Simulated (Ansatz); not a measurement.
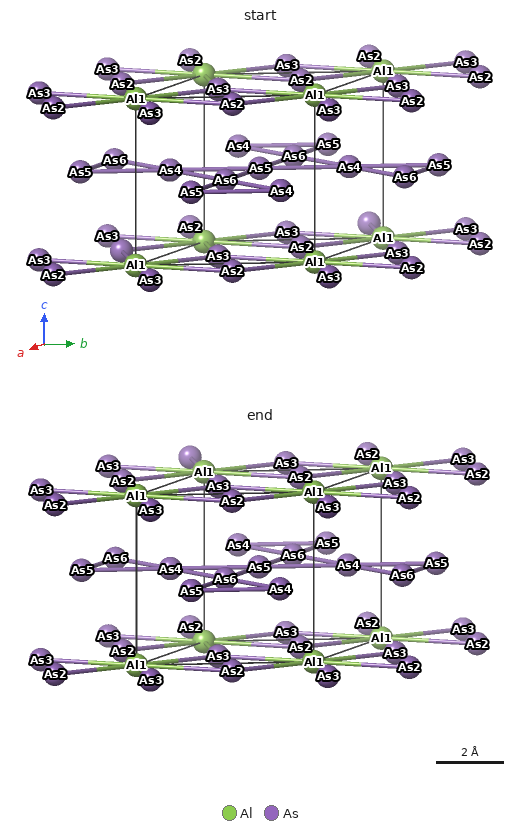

The structure of a crystal of AlAs₅ (a generated structure, set up in P6/mmm) before (top) and after (bottom) a relaxation, at one scale.

A ball-and-stick model of the cell of the calculation, seen slightly off an axis.

These are results of DFT PBE, scalar-relativistic, plane waves, PAW (Ansatz 0.2.0), not measurements.

Input file:
```yaml
crystal:
  lattice:
    - [5.4208671315, 0.0, 0.0]
    - [-2.7104335658, 4.6946086464, 0.0]
    - [0.0, 0.0, 5.0548874892]
  atoms:
    - { symbol: Al, position: [0.0, 0.0, 0.0] }
    - { symbol: As, position: [0.3333333333, 0.6666666667, 0.0] }
    - { symbol: As, position: [0.6666666667, 0.3333333333, 0.0] }
    - { symbol: As, position: [0.5, 0.0, 0.5] }
    - { symbol: As, position: [0.5, 0.5, 0.5] }
    - { symbol: As, position: [0.0, 0.5, 0.5] }
basis:
  ecutwfc: 420
kpoints:
  mp_grid: { grid: [12, 12, 8] }
hamiltonian:
  xc: pbe
scf:
  occupations: { method: gaussian, width: 0.1 }
output:
  forces: true
  stress: true
  eigenvalues: true
  write_density: true
  write_potential: true
  elf: true
  volumetric_format: npy
relax:
  adjacent_minimum: "off"
  f_tol: 0.01
  max_steps: 80
  cell: { stress_tol: 0.05 }
```

Launched with:
```bash
ansatz run input.yaml --threads 1 --pin off --max-ram 2560MiB --backend cpu --events-out ev --progress --plain --runs-dir out
```

**What changed between the two?**

The energy falls by 11.1 meV per cell of the calculation in 4 accepted moves (5 points after the start). All forces vanish by symmetry, so only the cell relaxes. The pressure goes from −0.34 to 0.00 GPa. At 1 point the geometry stayed and the basis and grid were re-selected for the new cell (energy shift of 0.1 meV per cell of the calculation at most each time). No atom moves by more than 0.005 Å relative to the cell. The drawn cell changes as follows: a = b 5.421 → 5.364 Å (−1.1 %), c 5.055 → 5.139 Å (+1.7 %); the volume changes by −0.5 %. Some distances before and after: Al1–As2 3.130 → 3.097 Å, As4–As5 2.710 → 2.682 Å. The space group stays P6/mmm (No. 191). Cost: 89 s on 1 thread of Intel(R) Xeon(R) 6975P-C (Granite Rapids), with other jobs on the host, peak memory 0.74 GiB.
